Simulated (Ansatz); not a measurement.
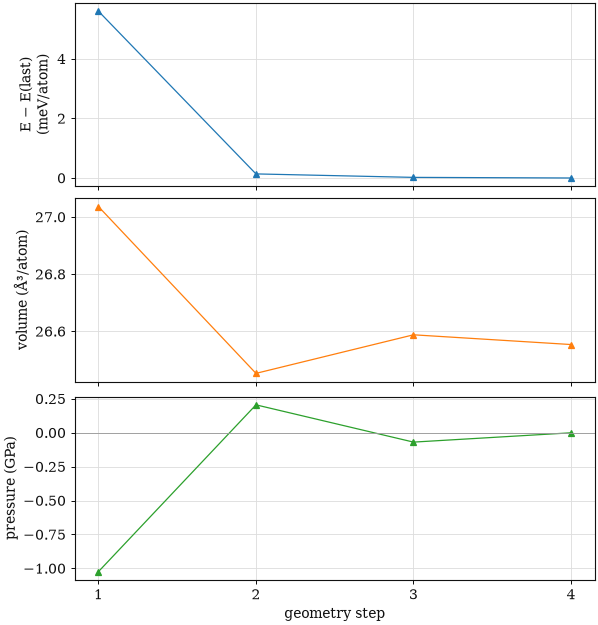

History of a geometry optimisation. Atoms and cell relax. A closing SCF on a freshly chosen basis isn't drawn.

Zr (P6_3/mmc, 4 atoms in the cell); Ansatz, DFT PBE, scalar-relativistic, plane waves, PAW; cutoff 420 eV, 12×12×10 k-mesh, Gaussian smearing of 0.1 eV.

How did the optimisation end?

The optimisation met its thresholds at geometry 4, counting the start as the first. The energy fell by about 5.6 meV/atom from the first step to the last. All forces vanish by symmetry, so only the cell moves.

What happens to the cell?

The volume shrinks from 27.04 to 26.55 Å³ per atom (−1.8 %), overshooting to 26.45 at step 2, as the pressure goes from −1 GPa to about 0 GPa. The start was expanded.
